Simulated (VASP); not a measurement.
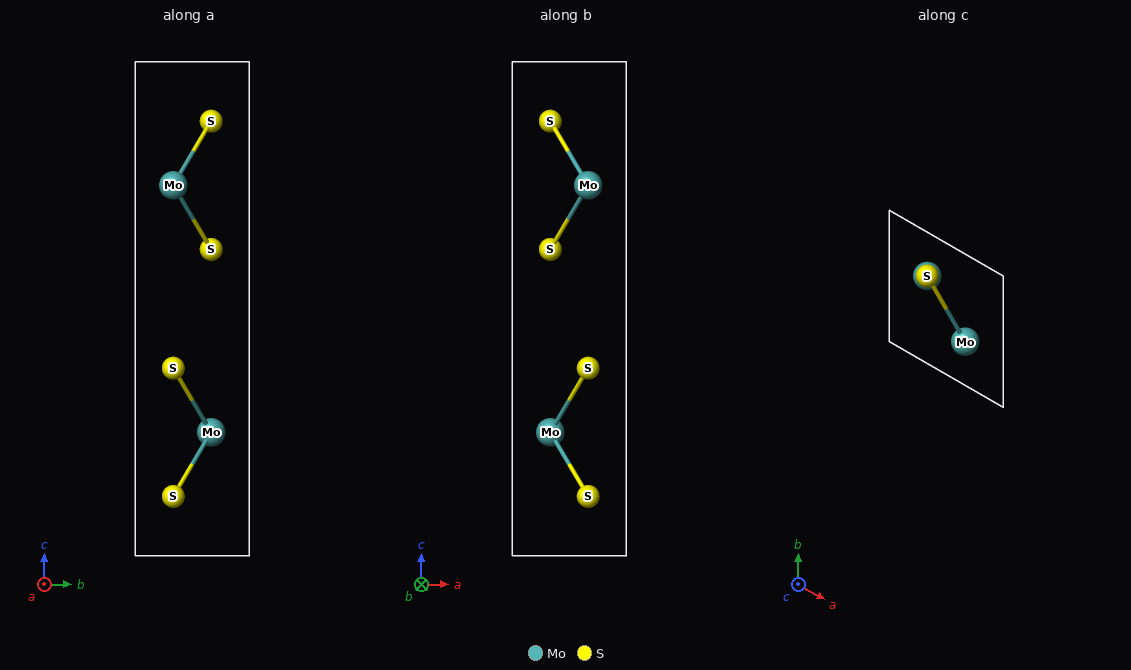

Structure drawing (ball-and-stick), viewed along the a axis, along the b axis and along the c axis. The conventional unit cell is drawn as a box.

Lattice parameters: a = 3.173 Å, b = 3.173 Å, c = 11.938 Å, α = 90.00°, β = 90.00°, γ = 120.00°. Put a along x and b in the xy plane.

Q: Record the structure as a POSCAR file, with free fractional coordinates to two decimals.

A:
```
Mo S
1.0
     3.173    0.000    0.000
    -1.587    2.748    0.000
     0.000    0.000   11.938
Mo S
2 4
Direct
  0.3333 0.6667 0.25
  0.6667 0.3333 0.75
  0.6667 0.3333 0.38
  0.6667 0.3333 0.12
  0.3333 0.6667 0.88
  0.3333 0.6667 0.62
```

Starting structure: a structure type filled with these elements by a generator (whether the compound takes this form wasn't checked). The cell was then strained or its atoms displaced on purpose. It was run through VASP as a DFT input.
